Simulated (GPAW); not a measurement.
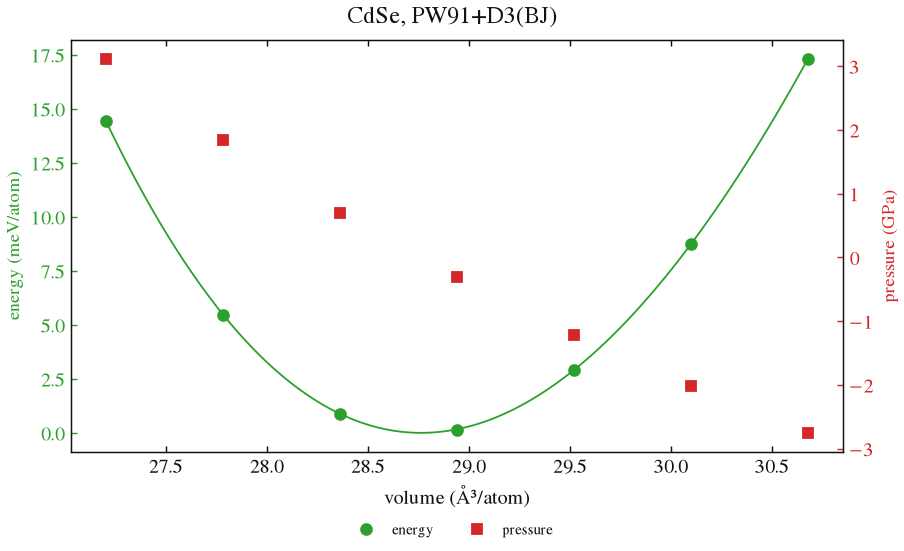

The plot gives the computed energy and pressure against volume for CdSe, space group F-43m (No. 216).

Cell as given: a = 4.342 Å, b = 4.342 Å, c = 4.342 Å, α = 60.00°, β = 60.00°, γ = 60.00°; 2 atoms.

Computed with GPAW 26.7.0: PAW DFT in plane waves, on a grid or in atomic orbitals, no spin polarisation; energies at scaled volumes of the given cell, shape and fractions fixed, counted from the fit's minimum, third-order Birch-Murnaghan fit. Level: PW91 with D3(BJ).

k mesh 6×6×6; occupations Fermi–Dirac; smearing width 0.05 eV; potentials PAW data sets made by gpaw setup for the functional; wave cutoff 600 eV; program settings basis pw.

> How stiff is the solid, and where is its volume at rest?

A third-order Birch–Murnaghan fit gives V0 = 28.76 Å³/atom, B0 = 49.2 GPa and B′ = 4.7.

> Read off the course of the pressure.

It falls from 3.12 GPa at volume 27.21 Å³/atom to −2.75 GPa at 30.68 Å³/atom, and changes sign near 28.76 Å³/atom.

The computed values:

```tsv
volume (Å³/atom)	energy (meV/atom)	pressure (GPa)
27.21	14.42	3.12
27.78	5.48	1.84
28.36	0.88	0.70
28.94	0.16	-0.31
29.52	2.92	-1.21
30.10	8.75	-2.02
30.68	17.33	-2.75
```
